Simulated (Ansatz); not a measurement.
Consider Si₂Ge.

```
Si Ge
1.0
     3.56738    0.00000    0.00000
    -1.78369    3.08944    0.00000
     0.00000    0.00000    9.71392
Si Ge
4 2
Direct
  0.33333 0.66667 0.72775
  0.33333 0.66667 0.41410
  0.66667 0.33333 0.27225
  0.66667 0.33333 0.58590
  0.33333 0.66667 0.10102
  0.66667 0.33333 0.89898
```

Space group P-3m1; a structure generated by program, which may or may not match a known phase.

Theory: DFT PBE, scalar-relativistic, plane waves, PAW in Ansatz 0.2.0.

> Predict the valence pseudo-density and electron localisation function between the atoms.

Si–Si (2.48 Å): the density is about 0.43 e/Å³ at the midpoint; the ELF peaks at about 0.85 between the atoms.
Si–Ge (2.65 Å): ρ at the midpoint is about 0.33 e/Å³; the ELF peaks at about 0.80 in the valence shell of Si, 0.9 Å from its nucleus, and is about 0.65 at the midpoint.

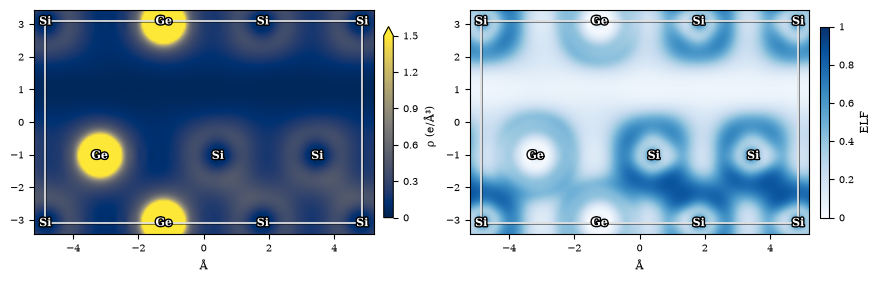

Computed valence pseudo-density and electron localisation function on the (110) plane of the conventional cell, in this order. 

In a PAW calculation such maps are meaningful between the atoms, not at the nuclei.
